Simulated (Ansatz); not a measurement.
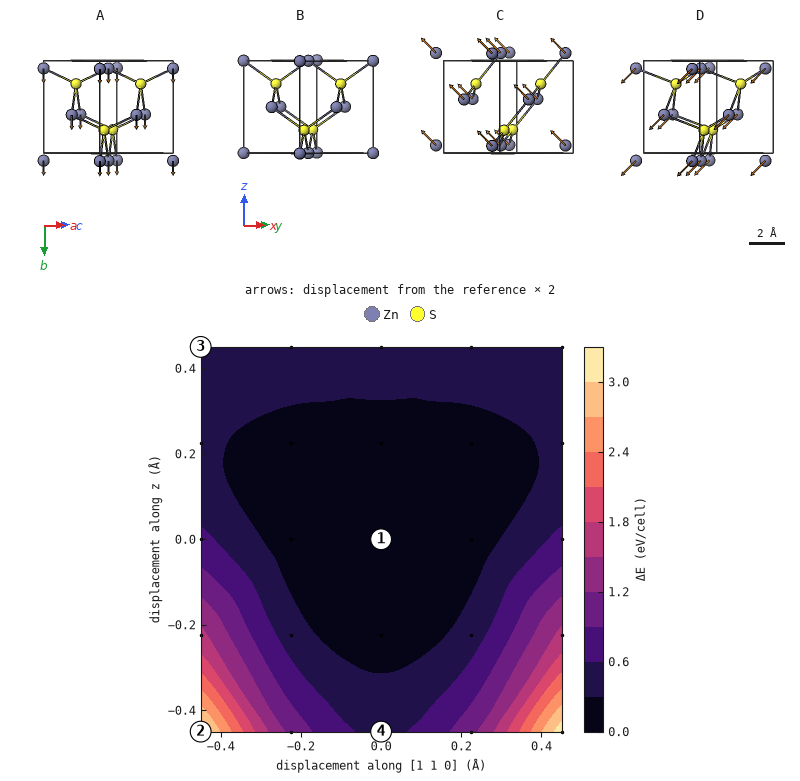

Energy scan for solid ZnS (F-43m), in which the Zn atom (one in each cell of 2 atoms) is moved over the plane of the Cartesian directions [1 1 0] and z, all else fixed. The map is interpolated between the computed points (dots). The frames are shuffled; each belongs to one numbered point. The picture is a ball-and-stick view of the conventional cell (4 times the calculation's cell), seen nearly along the normal of the scanned plane. Orange arrows: displacements from the reference. Lengths and directions refer to the drawn axes.

These are results of DFT PBE, scalar-relativistic, plane waves, PAW in Ansatz 0.2.0, not measurements. Set-up: plane-wave cutoff 420 eV; k-point mesh 10 × 10 × 10; occupations gaussian; smearing width 0.05 eV; no spin polarisation. Energies (free energies at the smearing named) are counted from the cell as listed in its source, which wasn't relaxed.

Which frame belongs to which numbered point?

Point 1 is frame B, at (0.000, 0.000) and 0.00 eV/cell; 2 is frame D, at (−0.450, −0.450) and 3.17 eV/cell; 3 is frame C, at (−0.450, 0.450) and 0.47 eV/cell; 4 is frame A, at (0.000, −0.450) and 0.54 eV/cell. In pairs of (displacement along [1 1 0] (Å); displacement along z (Å)): the lowest computed point lies at (0.000, 0.000) (0.00 eV/cell), the highest at (−0.450, −0.450), (0.450, −0.450) (3.17 eV/cell).
